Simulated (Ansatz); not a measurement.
Geometry relaxation, with input and output: MoS₂

MoS₂ (P-6m2, 3 atoms in the cell), computed with DFT PBE+D3(BJ), scalar-relativistic, plane waves, PAW, no spin polarisation (Ansatz 0.2.0).

The structure derives from a Materials Project entry.

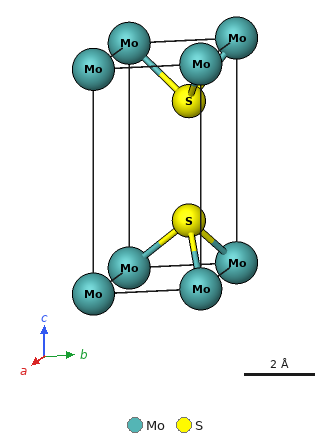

Fig. 1: The starting structure (ball-and-stick view of the cell of the calculation, seen slightly off an axis). An atom can appear more than once, as a periodic image. Near neighbours in the periodic cell (some may lie outside the picture): Mo has 6 S at 2.40 Å; S has 3 Mo at 2.40 Å.

The input:
```yaml
crystal:
  lattice:
    - [3.1485635218, 0.0, 0.0]
    - [-1.5742817609, 2.7267359953, 0.0]
    - [0.0, 0.0, 6.6892436097]
  atoms:
    - { symbol: Mo, position: [0.0, 0.0, 0.0] }
    - { symbol: S, position: [0.3333333333, 0.6666666667, 0.2343531545] }
    - { symbol: S, position: [0.3333333333, 0.6666666667, 0.7656468455] }
basis:
  ecutwfc: 420
kpoints:
  mp_grid: { grid: [12, 12, 4] }
hamiltonian:
  xc: pbe
  dispersion: d3bj
scf:
  occupations: { method: gaussian, width: 0.02 }
output:
  forces: true
  stress: true
  eigenvalues: true
  write_density: true
  write_potential: true
  elf: true
  volumetric_format: npy
relax:
  adjacent_minimum: "off"
  f_tol: 0.005
  max_steps: 80
  cell: { stress_tol: 0.05 }
```

Hardware: 4 threads of Arm Neoverse V2, 24 GiB of memory available, shared host.

Launch command:
```bash
ansatz run input.yaml --threads 4 --pin off --max-ram 10240MiB --backend cpu --events-out ev --progress --plain --runs-dir out
```

Output:
```
Engine: ansatz 0.2.0, aarch64-unknown-linux-gnu
Pseudopotentials: kind: paw
Pseudopotential: Mo, paw, valence charge 14, recommended cutoff 420 eV (normal), Mo.paw.azcp
Pseudopotential: S, paw, valence charge 6, recommended cutoff 420 eV (normal), S.paw.azcp
Functional definition: PBE
  parameter kappa = 0.804
  parameter beta = 0.06672455060314922
  exchange = pbe_x(kappa = kappa, mu = beta*pi^2/3)
  correlation = pbe_c(beta = beta)
Crystal: 3 atoms, lattice volume = 57.429 Å³
Basis set: ecut = 420 eV, 1127 PW (Γ), exchange–correlation on 48×48×90 points (8 copies of the dense FFT grid, shifted against one another)
Bands: 17, of which v1, the nominal top of the filled ones, is band 13 counted from 1 (12 counted from 0)
Symmetry: 12 space group operations
Space group: P-6m2 (ITA 187), of the structure as read, at distance tolerance 3.9e-5 Å
k-points: 57 of 576 (time reversal used)
Non-local potential: Mo, projectors of the file, l = 0: 3, l = 1: 2, l = 2: 2, l = 3: 1
Non-local potential: S, projectors of the file, l = 0: 2, l = 1: 2, l = 2: 2
PAW form: soft (Blöchl's): semilocal exchange-correlation on the pseudo side does not see the compensation charge
PAW one-centre angular grid: Mo, 590 points (default); XC on 64 Gauss nodes
PAW one-centre angular grid: S, 110 points (default); XC on 64 Gauss nodes
Initial density: superposition of atomic densities (neutral atoms: chi_scale 0, normalization atom), corrected by the library's trained network
Initial wavefunctions: pseudopotential atomic-orbital guess
Functional: x = pbe(κ = 0.804, μ = 0.2195149727645171), c = pbe(β = 0.06672455060314922)
SCF iter   1: F=—  HF=-6763.946137 eV  |F-HF|=—  |Δ(HF+E_count)|=         —  Δρ=5.38e-3  dr2=7.55e-3  ethr=1.77e-3  ⟨swp⟩=6.1  Hψ=5404  notcnv=0
preconditioner: auto → none  [insulator: Δε(μ)=1.240 eV  Ē_g=8.147 eV  σ=0.020 eV  W_gap=1.00  n_scr=10 (ndim 8)  ℏωp=20.8 eV  f_vac=0.093  D(μ)=0.00/eV (n_scr^D=0)  ε∞_Penn≈7.5]
SCF iter   2: F=—  HF=-6763.953210 eV  |F-HF|=—  |Δ(HF+E_count)|=   7.07e-3  Δρ=4.22e-3  dr2=2.01e-2  ethr=2.90e-5  ⟨swp⟩=3.0  Hψ=2270  notcnv=0
SCF iter   3: F=—  HF=-6763.952279 eV  |F-HF|=—  |Δ(HF+E_count)|=   9.31e-4  Δρ=2.74e-3  dr2=6.15e-3  ethr=2.90e-5  ⟨swp⟩=2.9  Hψ=1697  notcnv=0
SCF iter   4: F=—  HF=-6763.952896 eV  |F-HF|=—  |Δ(HF+E_count)|=   6.17e-4  Δρ=9.77e-4  dr2=6.27e-4  ethr=2.36e-5  ⟨swp⟩=2.0  Hψ=1161  notcnv=0
SCF iter   5: F=—  HF=-6763.953083 eV  |F-HF|=—  |Δ(HF+E_count)|=   1.88e-4  Δρ=1.95e-4  dr2=1.53e-5  ethr=2.41e-6  ⟨swp⟩=2.1  Hψ=1233  notcnv=0
SCF iter   6: F=—  HF=-6763.953087 eV  |F-HF|=—  |Δ(HF+E_count)|=   3.53e-6  Δρ=2.91e-5  dr2=4.15e-7  ethr=5.87e-8  ⟨swp⟩=2.1  Hψ=1443  notcnv=0
SCF iter   7: F=-6763.953088 eV  HF=-6763.953088 eV  |F-HF|=2.45e-8  |Δ(HF+E_count)|=   5.04e-7  Δρ=4.32e-6  dr2=3.93e-9  ethr=3.85e-10  ⟨swp⟩=11.6  Hψ=7627  notcnv=0
SCF 1 converged in 7 iterations: F = -6763.953088 eV  dr2 = 3.93e-9
  greatest PAW one-centre occupation: 0.998 electrons in one spin orbital (limit 2), on the Mo atom at site 0 (counted from 0), in its partial waves of l = 0
relax step   1: F+E_penalty+E_count = -6763.95308755 eV  Δ(F+E_penalty+E_count) = +0.000e0 eV  max|allowed force component| = 3.459e-3 eV/Å  Δτ_max = 0.0000 Å  P = -0.053 GPa  Ω = 57.429 Å³  (7 SCF iters, dr2 threshold 1.00e-7 eV, accepted)
Crystal: 3 atoms, lattice volume = 57.083 Å³
Basis set: ecut = 420 eV, 1115 PW (Γ), exchange–correlation on 48×48×90 points (8 copies of the dense FFT grid, shifted against one another)
Initial density: handed on by an earlier stage of this run
Initial wavefunctions: those handed on with the density
iter 1 solved again at ethr=2.37e-6 eV; its pass at ethr=3.10e-3 eV (dr2=6.16e-4 eV) is discarded
SCF iter   1: F=—  HF=-6763.953540 eV  |F-HF|=—  |Δ(HF+E_count)|=         —  Δρ=9.20e-4  dr2=4.74e-4  ethr=2.37e-6  ⟨swp⟩=3.0  Hψ=6279  notcnv=0
preconditioner: auto → none  [insulator: Δε(μ)=1.201 eV  Ē_g=8.160 eV  σ=0.020 eV  W_gap=1.00  n_scr=10 (ndim 8)  ℏωp=20.9 eV  f_vac=0.087  D(μ)=0.00/eV (n_scr^D=0)  ε∞_Penn≈7.5]
SCF iter   2: F=—  HF=-6763.953551 eV  |F-HF|=—  |Δ(HF+E_count)|=   1.04e-5  Δρ=7.23e-4  dr2=6.85e-4  ethr=1.82e-6  ⟨swp⟩=2.0  Hψ=1475  notcnv=0
SCF iter   3: F=—  HF=-6763.953500 eV  |F-HF|=—  |Δ(HF+E_count)|=   5.07e-5  Δρ=4.96e-4  dr2=3.23e-4  ethr=1.82e-6  ⟨swp⟩=2.1  Hψ=1341  notcnv=0
SCF iter   4: F=—  HF=-6763.953467 eV  |F-HF|=—  |Δ(HF+E_count)|=   3.29e-5  Δρ=2.44e-4  dr2=5.35e-5  ethr=1.24e-6  ⟨swp⟩=1.0  Hψ=969  notcnv=0
SCF iter   5: F=—  HF=-6763.953452 eV  |F-HF|=—  |Δ(HF+E_count)|=   1.54e-5  Δρ=6.00e-5  dr2=2.82e-6  ethr=2.06e-7  ⟨swp⟩=1.1  Hψ=975  notcnv=0
SCF iter   6: F=-6763.953452 eV  HF=-6763.953452 eV  |F-HF|=1.61e-9  |Δ(HF+E_count)|=   1.32e-7  Δρ=6.97e-6  dr2=2.00e-8  ethr=6.36e-10  ⟨swp⟩=8.5  Hψ=7010  notcnv=0
SCF 2 converged in 6 iterations: F = -6763.953452 eV  dr2 = 2.00e-8
relax step   2: F+E_penalty+E_count = -6763.95345192 eV  Δ(F+E_penalty+E_count) = -3.644e-4 eV  max|allowed force component| = 1.071e-2 eV/Å  Δτ_max = 0.0101 Å  P = -0.048 GPa  Ω = 57.083 Å³  energy of the carried Pulay correction = +3.858e-5 eV  (6 SCF iters, dr2 threshold 1.65e-7 eV, accepted)
Crystal: 3 atoms, lattice volume = 57.122 Å³
iter 1 solved again at ethr=2.87e-8 eV; its pass at ethr=3.10e-3 eV (dr2=7.47e-6 eV) is discarded
SCF iter   1: F=—  HF=-6763.953466 eV  |F-HF|=—  |Δ(HF+E_count)|=         —  Δρ=1.10e-4  dr2=6.57e-6  ethr=2.87e-8  ⟨swp⟩=2.6  Hψ=5824  notcnv=0
preconditioner: auto → none  [insulator: Δε(μ)=1.207 eV  Ē_g=8.158 eV  σ=0.020 eV  W_gap=1.00  n_scr=10 (ndim 8)  ℏωp=20.8 eV  f_vac=0.089  D(μ)=0.00/eV (n_scr^D=0)  ε∞_Penn≈7.5]
SCF iter   2: F=—  HF=-6763.953452 eV  |F-HF|=—  |Δ(HF+E_count)|=   1.38e-5  Δρ=4.90e-5  dr2=1.15e-6  ethr=2.53e-8  ⟨swp⟩=2.0  Hψ=1376  notcnv=0
SCF iter   3: F=—  HF=-6763.953453 eV  |F-HF|=—  |Δ(HF+E_count)|=   3.01e-7  Δρ=4.81e-5  dr2=3.42e-6  ethr=4.43e-9  ⟨swp⟩=2.5  Hψ=1597  notcnv=0  recentre
SCF iter   4: F=—  HF=-6763.953452 eV  |F-HF|=—  |Δ(HF+E_count)|=   4.09e-7  Δρ=1.94e-5  dr2=3.09e-7  ethr=4.43e-9  ⟨swp⟩=2.0  Hψ=1345  notcnv=0
SCF iter   5: F=-6763.953452 eV  HF=-6763.953452 eV  |F-HF|=2.84e-10  |Δ(HF+E_count)|=   2.69e-8  Δρ=3.78e-6  dr2=4.80e-9  ethr=4.05e-11  ⟨swp⟩=7.0  Hψ=6488  notcnv=0
SCF 3 converged in 5 iterations: F = -6763.953452 eV  dr2 = 4.80e-9
relax step   3: F+E_penalty+E_count = -6763.95345215 eV  Δ(F+E_penalty+E_count) = -2.305e-7 eV  max|allowed force component| = 4.683e-3 eV/Å  Δτ_max = 0.0016 Å  P = -0.005 GPa  Ω = 57.122 Å³  energy of the carried Pulay correction = +3.437e-5 eV  (5 SCF iters, dr2 threshold 1.05e-8 eV, accepted)
Initial wavefunctions: pseudopotential atomic-orbital guess (no wavefunctions were taken with the density)
iter 1 solved again at ethr=3.45e-7 eV; its pass at ethr=3.10e-3 eV (dr2=8.97e-5 eV) is discarded
SCF iter   1: F=—  HF=-6763.953429 eV  |F-HF|=—  |Δ(HF+E_count)|=         —  Δρ=1.19e-5  dr2=1.67e-8  ethr=3.45e-7  ⟨swp⟩=3.7  Hψ=8527  notcnv=0
eigensolver tolerance schedule: the retry pair's looser diagonalisation over-reported the residual by 5379.11 of it (diagonalisation noise at 1.49 of the residual, at the tolerance the schedule requests for it); recorded, not acted on — ethr = c·dr2/N_el stays at c = 1.0e-1
preconditioner: auto → none  [insulator: Δε(μ)=1.206 eV  Ē_g=8.158 eV  σ=0.020 eV  W_gap=1.00  n_scr=10 (ndim 8)  ℏωp=20.8 eV  f_vac=0.089  D(μ)=0.00/eV (n_scr^D=0)  ε∞_Penn≈7.5]
SCF iter   2: F=—  HF=-6763.953417 eV  |F-HF|=—  |Δ(HF+E_count)|=   1.21e-5  Δρ=5.82e-6  dr2=6.43e-9  ethr=6.41e-11  ⟨swp⟩=3.1  Hψ=2219  notcnv=0
SCF iter   3: F=—  HF=-6763.953417 eV  |F-HF|=—  |Δ(HF+E_count)|=   6.04e-9  Δρ=4.59e-6  dr2=3.25e-8  ethr=2.47e-11  ⟨swp⟩=2.9  Hψ=2011  notcnv=0  recentre
SCF iter   4: F=—  HF=-6763.953417 eV  |F-HF|=—  |Δ(HF+E_count)|=   4.15e-9  Δρ=1.04e-6  dr2=2.21e-10  ethr=2.47e-11  ⟨swp⟩=2.0  Hψ=1363  notcnv=0
SCF iter   5: F=-6763.953417 eV  HF=-6763.953417 eV  |F-HF|=1.73e-11  |Δ(HF+E_count)|=  1.55e-10  Δρ=2.50e-7  dr2=1.24e-11  ethr=1.00e-12  ⟨swp⟩=5.1  Hψ=5223  notcnv=0
SCF 4 converged in 5 iterations: F = -6763.953417 eV  dr2 = 1.24e-11
relax step   4: F+E_penalty+E_count = -6763.95341724 eV  Δ(F+E_penalty+E_count) = +3.492e-5 eV  max|allowed force component| = 4.666e-3 eV/Å  Δτ_max = 0.0000 Å  P = -0.005 GPa  Ω = 57.122 Å³  stress off target by 3.45e-2 GPa  SCF on the basis re-selected at this cell (its energy is not comparable with the rows above)  (5 SCF iters)
```

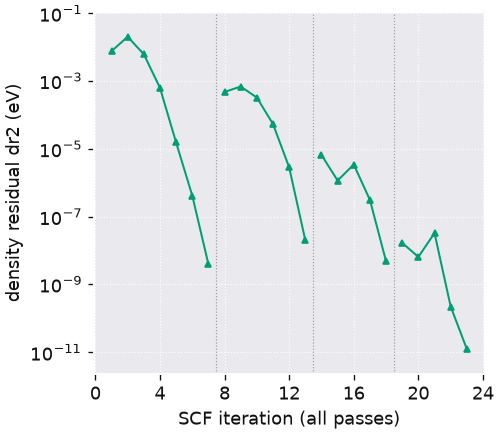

Fig. 2: Convergence of the self-consistent field: density residual dr2 against the SCF iteration. The dotted lines part the SCF passes of the relaxation: geometry steps, rejected trials and re-solves on a re-selected basis. The passes take 7, 6, 5 and 5 iterations.

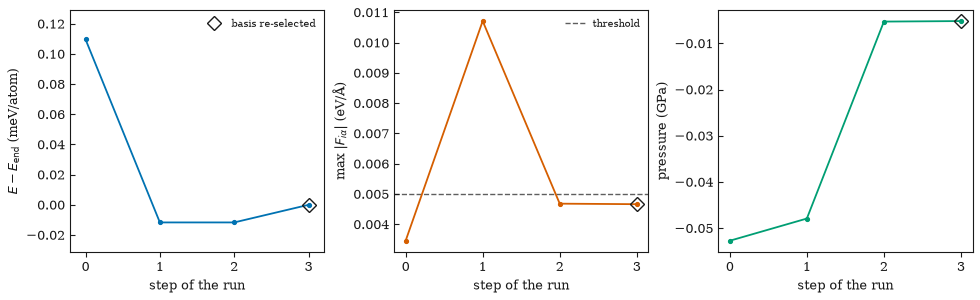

Fig. 3: Progress of the relaxation, step by step (the first geometry is step 0 here and step 1 in the log).

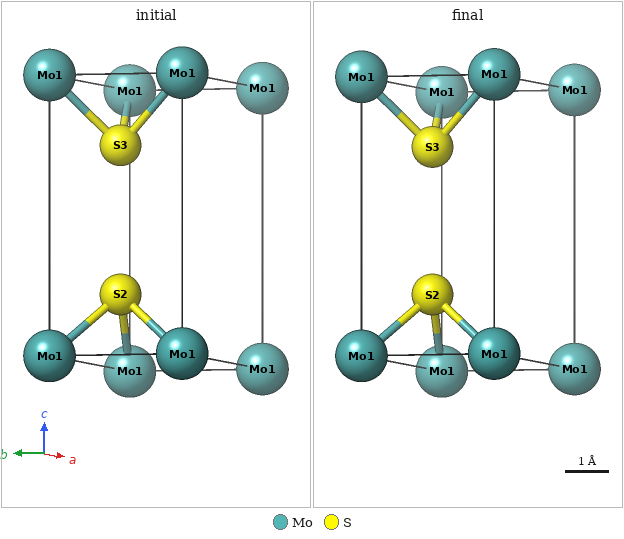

Fig. 4: Before (left) and after (right) the relaxation, at one scale (ball-and-stick view of the cell of the calculation, seen at an oblique angle). Over 2 geometry steps the energy falls by 0.1 meV per atom. Largest force component: 0.0035 eV/Å at the start, 0.0047 eV/Å at the end. Pressure: −0.05 GPa at the start and −0.01 GPa at the end. The largest moves relative to the cell, 0.009 Å, are those of S2 and S3. Mo stays in place. The volume changes by −0.5 %, with a = b 3.149 → 3.150 Å (0.0 %), c 6.689 → 6.647 Å (−0.6 %). The space group stays P-6m2 (No. 187). A last SCF at the same geometry on a re-selected plane-wave basis shifts the energy by +0.0 meV per atom. (Atoms are counted from 1 in the order of the input.)

```
basis re-selected at this cell: Δ(F+E_penalty+E_count) = +3.492e-5 eV, ΔP = +0.000 GPa vs the last step (what re-selecting the basis moved, of the pressure what is left beyond the Pulay correction that the steps carried, after the strain that the cell walked since its last selection, with what the two solves' SCF thresholds leave and, on support functions, any second-order correction that the steps lacked; it is no measure of the basis error at this ecutwfc). This SCF's stress stands 3.45e-2 GPa from its target on what of the cell is left free (relax.cell.stress_tol is 5.00e-2 GPa) and its largest allowed force component is 4.67e-3 eV/Å (relax.f_tol is 5.00e-3 eV/Å): within both
SCF converged after 5 iterations
Free energy (F): -6763.953417 eV
Harris-Foulkes:  -6763.953417 eV  (|F-HF|=1.73e-11)
Internal energy: -6763.953417 eV  (E = F + TS)
E sigma→0 (E₀):  -6763.953417 eV
Fermi energy:    10.278809 eV
--- Per-component energies (eV) ---
  E_band       = -181.970313
  E_kinetic    = 656.897210
  E_local      = -2315.535679  (includes V_loc(G=0)·N_el)
  E_nonlocal   = 199.242569
  E_hartree    = 918.127678
  E_xc         = -378.832674
  E_vxc        = -405.426581  (∫ρ·V_xc dr)
  E_paw        = -4401.582912  (= ΣΔE_a)
  E_vpaw       = -153.403187  (= ΣTr[D̂ρ^β])
  E_aug_tail   = 0.000039  (compensation charges beyond the density's cutoff)
  E_ewald      = -1441.076940
  E_disp       = -1.192707  (pairwise vdW)
  E_smearing   = -0.000000  (= −TS)
  E_closure    = 0.000000  (closes the sum)
  Σ components = -6763.953417   (vs F -6763.953417, Δ=0.00e0)
--- Forces (eV/Å), atoms counted from 1 ---
  atom   1  Mo    -0.00000000    -0.00000000     0.00000000
  atom   2  S      0.00000000    -0.00000000     0.00466634
  atom   3  S      0.00000000    -0.00000000    -0.00466634
  max |Σ_I F_I| component: 9.71e-17 eV/Å
--- Stress (GPa, compression-positive) ---
       -0.024994      -0.000000       0.000000
        0.000000      -0.024994       0.000000
        0.000000       0.000000       0.034471
  P = ⅓ Tr σ = -0.0052 GPa (-0.052 kbar)
--- Band table (eV; the first three rows and the last of 57) ---
  k-point 0: bands = ["-51.5885", "-25.7517", "-25.5027", "-25.5027", "-5.0154", "-3.5520", "3.2305", "6.6544", "6.6544", "7.7959", "7.7959", "8.1847", "8.7416", "12.1178", "12.1178", "12.2726", "12.2726"]
  k-point 1: bands = ["-51.5885", "-25.7517", "-25.5027", "-25.5027", "-4.9630", "-3.6452", "3.4890", "6.6589", "6.6589", "7.2820", "7.7867", "7.7867", "9.3793", "12.0765", "12.0765", "12.3275", "12.3275"]
  k-point 2: bands = ["-51.5885", "-25.7517", "-25.5027", "-25.5027", "-4.9034", "-3.7445", "3.8046", "6.6617", "6.6636", "6.6636", "7.7775", "7.7775", "9.6759", "12.0483", "12.0483", "12.3696", "12.3696"]
  k-point 56: bands = ["-51.5401", "-25.8130", "-25.7664", "-25.6570", "-2.7302", "-2.6562", "3.6965", "4.6190", "5.1518", "5.9367", "6.1987", "6.6219", "9.2743", "11.0311", "11.9812", "13.1451", "14.0615"]
--- Relaxed structure (3 steps of the walk, 3 accepted, 1 SCFs on fresh bases) ---
  F+E_penalty+E_count = -6763.95341724 eV   max|allowed force component| = 4.666e-3 eV/Å   (the final SCF, on the basis selected at the relaxed cell)
  cell:  # Å, volume = 57.1217 Å³
    - [3.1499836295384864, 0.0, 0.0]
    - [-1.5749918147692432, 2.7279658446854396, 0.0]
    - [0.0, 0.0, 6.647430829743726]
  atoms:
    - { symbol: Mo, position: [3.0814879110195774e-33, -2.878355989888597e-17, 8.644342954118674e-20] }
    - { symbol: S, position: [0.3333333333333333, 0.6666666666666666, 0.23563396158053893] }
    - { symbol: S, position: [0.3333333333333333, 0.6666666666666666, 0.7643660384194608] }
```

Trajectory as extended XYZ (Å, eV, eV/Å), 4 frames, from step=1 to step=4:
```
3
Lattice="3.1486 0.0000 0.0000 -1.5743 2.7267 0.0000 0.0000 0.0000 6.6892" Properties=species:S:1:pos:R:3:forces:R:3 step=1 energy=-6763.95309 pressure_GPa=-0.05
Mo    0.0000    0.0000    0.0000    0.0000   0.0000   0.0000
S     0.0000    1.8178    1.5676    0.0000   0.0000   0.0035
S     0.0000    1.8178    5.1216    0.0000   0.0000  -0.0035
3
Lattice="3.1496 0.0000 0.0000 -1.5748 2.7277 0.0000 0.0000 0.0000 6.6444" Properties=species:S:1:pos:R:3:forces:R:3 step=2 energy=-6763.95345 pressure_GPa=-0.05
Mo    0.0000    0.0000    0.0000    0.0000   0.0000   0.0000
S     0.0000    1.8185    1.5672    0.0000   0.0000  -0.0107
S     0.0000    1.8185    5.0772    0.0000   0.0000   0.0107
3
Lattice="3.1500 0.0000 0.0000 -1.5750 2.7280 0.0000 0.0000 0.0000 6.6474" Properties=species:S:1:pos:R:3:forces:R:3 step=3 energy=-6763.95345 pressure_GPa=-0.01
Mo    0.0000    0.0000    0.0000    0.0000   0.0000   0.0000
S     0.0000    1.8186    1.5664    0.0000   0.0000   0.0047
S     0.0000    1.8186    5.0811    0.0000   0.0000  -0.0047
3
Lattice="3.1500 0.0000 0.0000 -1.5750 2.7280 0.0000 0.0000 0.0000 6.6474" Properties=species:S:1:pos:R:3:forces:R:3 step=4 energy=-6763.95342 pressure_GPa=-0.01
Mo    0.0000    0.0000    0.0000    0.0000   0.0000   0.0000
S     0.0000    1.8186    1.5664    0.0000   0.0000   0.0047
S     0.0000    1.8186    5.0811    0.0000   0.0000  -0.0047
```

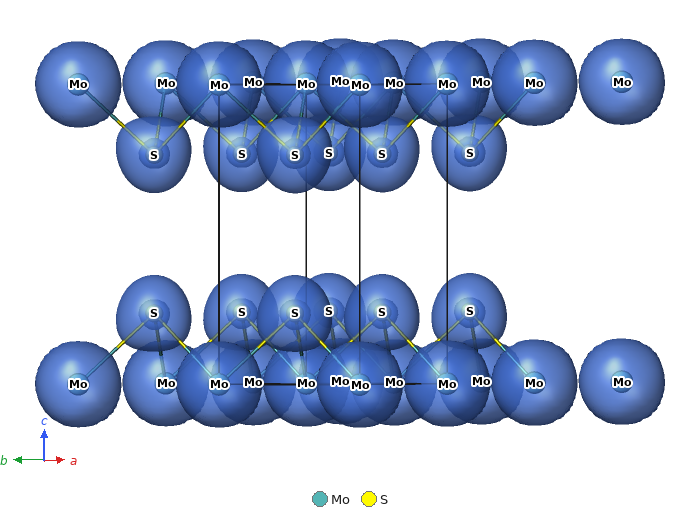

Fig. 5: Isosurface of the valence electron density at 0.8 e/Å³ (blue), seen at an oblique angle. Sticks mark near contacts. The outline is the cell set on symmetry axes. At this value the density breaks into separate islands; it holds about 55 % of the electrons treated as valence (semicore included). It is pinched off along the Mo–S (2.40 Å) contacts. On the grid the lowest density along these lines, outside the cores, is 0.61 e/Å³ (Mo–S, 2.40 Å). The fields are those of the smooth PAW valence density.

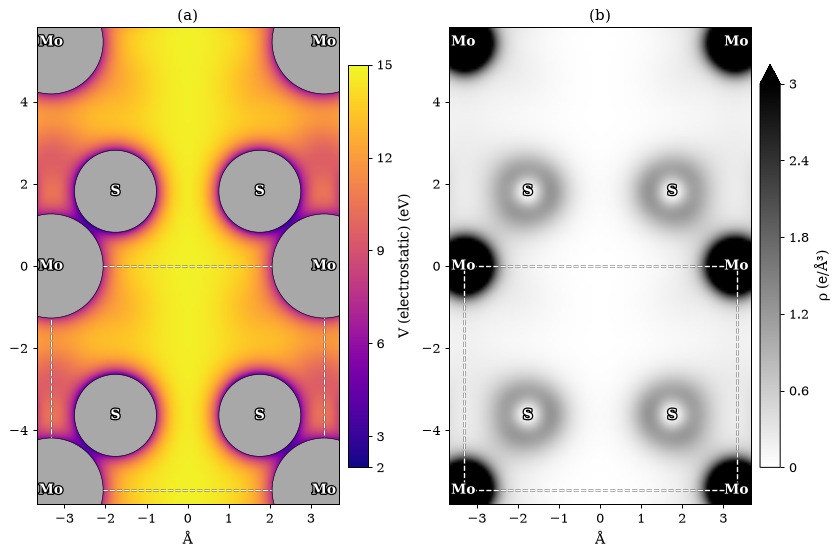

Fig. 6: (a) electrostatic potential (local pseudopotential plus Hartree) felt by an electron; (b) valence charge density (pseudo) on the (110) plane of the conventional cell. Grey discs, where drawn, cover atomic cores. The section cuts through Mo and S sites. Mo–S (2.40 Å): ρ at the midpoint is about 0.61 e/Å³. Away from the nuclei the density in this plane falls to 0.007 e/Å³ at its lowest. Outside the cores the potential energy rises away from the atoms and is highest about 2.5 Å from the nearest atoms; outside the discs it spans about 12 eV, and its zero is arbitrary.

Summary:

```json
{"quantity": "outcome", "value": "converged"}
{"quantity": "space group (tolerance 0.01 Å)", "value": "P-6m2 (187)"}
{"quantity": "electrons treated", "value": "26"}
{"quantity": "free energy", "value": "−6763.9534 eV"}
{"quantity": "Fermi energy", "value": "10.279 eV"}
{"quantity": "gap on the k-point mesh", "value": "1.21 eV"}
{"quantity": "pressure", "value": "−0.01 GPa"}
{"quantity": "final volume", "value": "57.12 Å³"}
{"quantity": "largest force (length of the vector) at the end", "value": "0.005 eV/Å"}
{"quantity": "final cell", "value": "a = 3.150 Å, b = 3.150 Å, c = 6.647 Å, α = 90.00°, β = 90.00°, γ = 120.00°"}
{"quantity": "wall time", "value": "5.5 s (CPU time 21 s)"}
{"quantity": "peak memory", "value": "0.42 GiB"}
```
